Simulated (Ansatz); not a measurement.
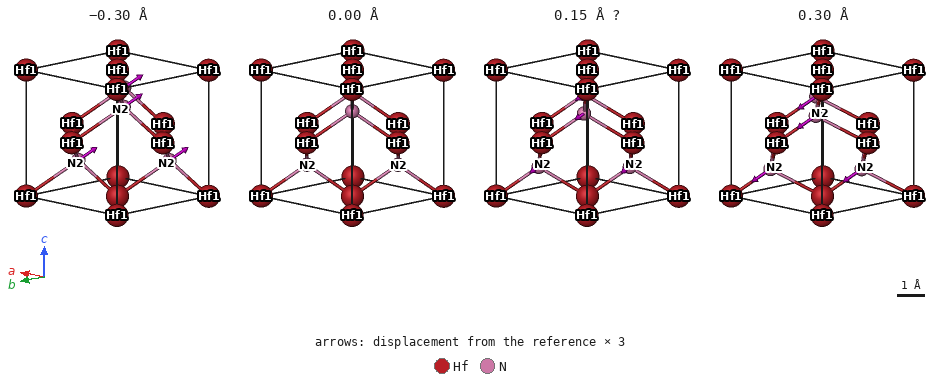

Solid HfN (F-43m): the whole N sublattice is shifted rigidly, towards the nearest copy of atom 1 (Hf) at 2.126 Å, all else fixed. Style: ball-and-stick. Shown: the conventional cell (4 times the calculation's cell), from a free direction. Purple arrows: displacements from the reference. Lengths and directions refer to the drawn axes.

Computed with DFT PBEsol, scalar-relativistic, plane waves, PAW in Ansatz 0.2.0. (plane-wave cutoff 420 eV; k-point mesh 16 × 16 × 16; occupations gaussian; smearing width 0.15 eV; no spin polarisation). Energies (free energies at the smearing named) are counted from the cell as listed in its source, which wasn't relaxed.

| displacement (Å) | E − E(ref) (meV/cell) |
| --- | --- |
| −0.3000 | 372 |
| −0.2250 | 229 |
| −0.1500 | 111 |
| −0.0750 | 30 |
| 0.0000 | 0 |
| 0.0750 | 35 |
| 0.1500 | ? |
| 0.2250 | 378 |
| 0.2625 | 541 |
| 0.3000 | 747 |

Q: Fill in the missing row.

A: A straight line between the two neighbours gives 206 meV/cell. A cubic through the four nearest rows (0.0000, 0.0750, 0.2250, 0.2625) gives, with Lagrange weights, (−0.1429)(0) + (0.6000)(35) + (1.0000)(378) + (−0.4571)(541) = 152 meV/cell. The calculation gives 153 meV/cell, so the cubic is 1 meV/cell too low and the straight line 53 meV/cell too high, as the curve bends upwards here.

The whole profile:

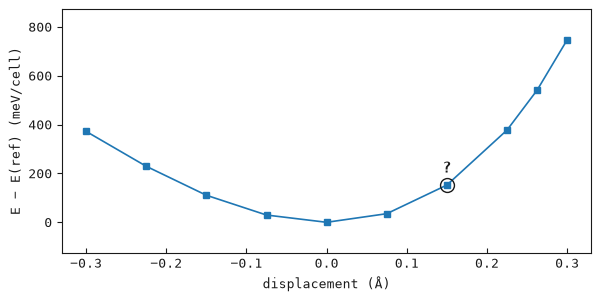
